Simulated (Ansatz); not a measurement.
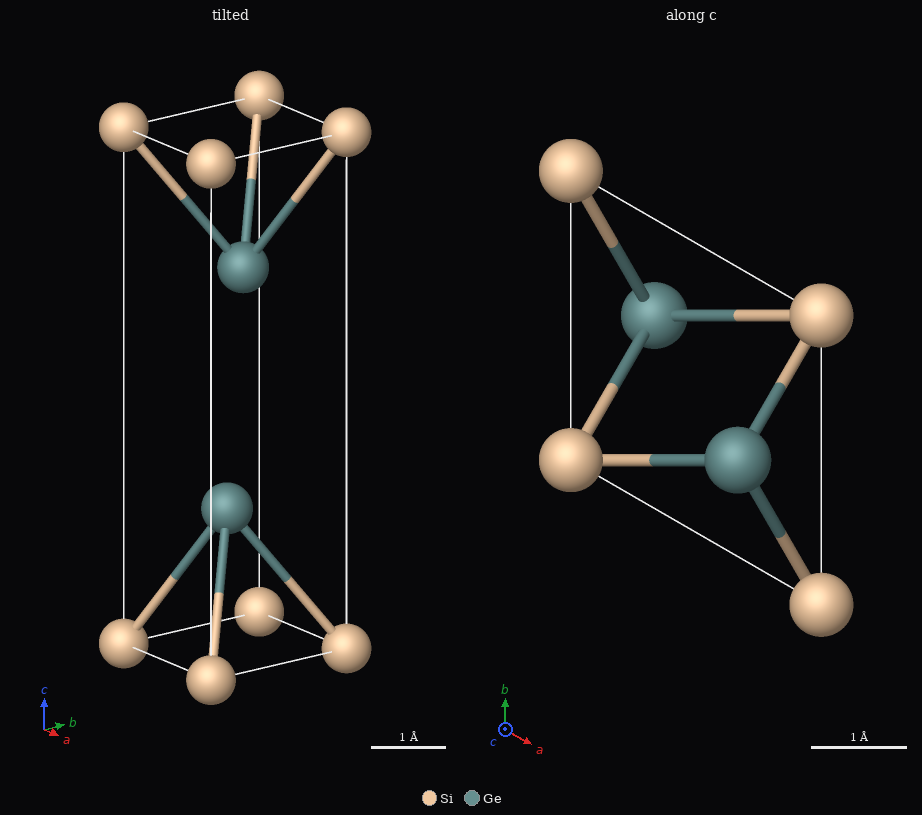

The crystal in a ball-and-stick representation, seen slightly off an axis and along the c axis. Lines trace the edges of the conventional unit cell. Cell: a = 3.05 Å, b = 3.05 Å, c = 7.11 Å, α = 90.00°, β = 90.00°, γ = 120.00°.

It derives from a structure type filled with these elements by a generator (whether the compound takes this form wasn't checked). Earlier steps of the study may have refined or changed the cell and positions. An electronic-structure calculation with Ansatz was run on it.

**Explain the picture.**

Its composition is SiGe2. Symmetry: P-3m1 (No. 164), primitive hexagonal lattice. Counting shared atoms by their share gives 1 Si, 2 Ge, or 3 atoms. Si is linked to six Ge at about 2.7 Å. The Ge atoms are each bonded to three Si in a trigonal pyramidal arrangement at about 2.7 Å. The bonds build SiGe2 layers parallel to (001).

Run with Ansatz 0.2.0, DFT PBE, scalar-relativistic, plane waves, PAW and these settings: E_cut = 420 eV, Brillouin-zone sampling on an 18×18×8 mesh, Gaussian smearing of 0.1 eV, no spin polarisation.

**Does it come out as a metal, or with a gap?**

A metal: bands cross the Fermi level.

**List the Bader charges.**

Si -0.06 e; Ge +0.03 e.

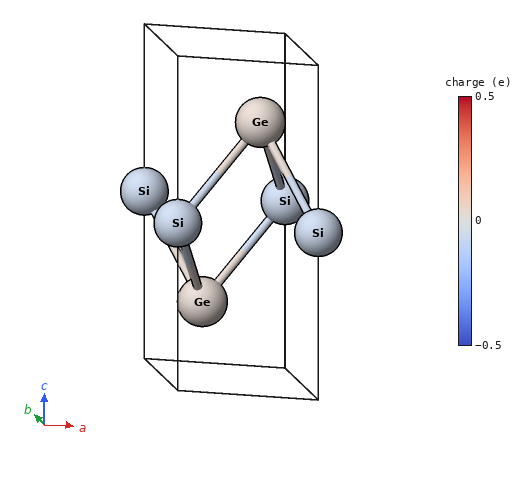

The atoms coloured by those charges. The run's cell of 3 atoms is drawn, so axes and origin can differ from the first picture.

**Can this geometry be taken as optimised?**

Yes. All forces vanish to within 0.01 eV/Å. The pressure is 0.0 GPa, close to zero.
